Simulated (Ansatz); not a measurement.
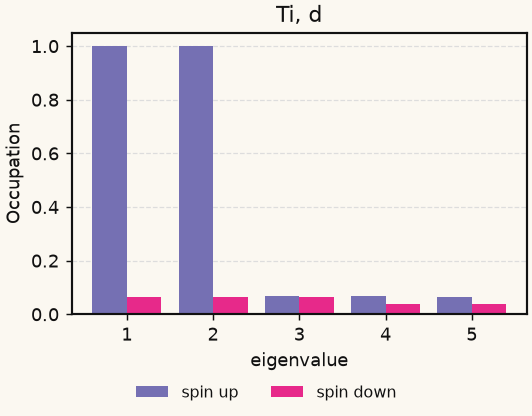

Eigenvalues of the local occupation matrix of the d shell (Löwdin-orthogonalised atomic projectors).

Structure: BaTiO3, space group Pm-3m, 10 atoms in the cell.

Method: DFT with r2SCAN, PAW plane waves, U = 7.09 eV, J = 0.44 eV on Ti d, spin-polarised, 3×5×5 k mesh, 500 eV cutoff (Ansatz 0.2.0).

### How many states of the shell are filled, counting eigenvalues over 0.6?

Counting eigenvalues over 0.6 as filled, Ti has 2 filled d states (d²), 2 up and 0 down; the eigenvalues sum to 2.5. The small eigenvalues come from mixing with neighbours' orbitals.

The cell is at 52 GPa in this functional.

Ba sits on the octahedral site here and Ti on the 12-fold one, the reverse of the real perovskite.
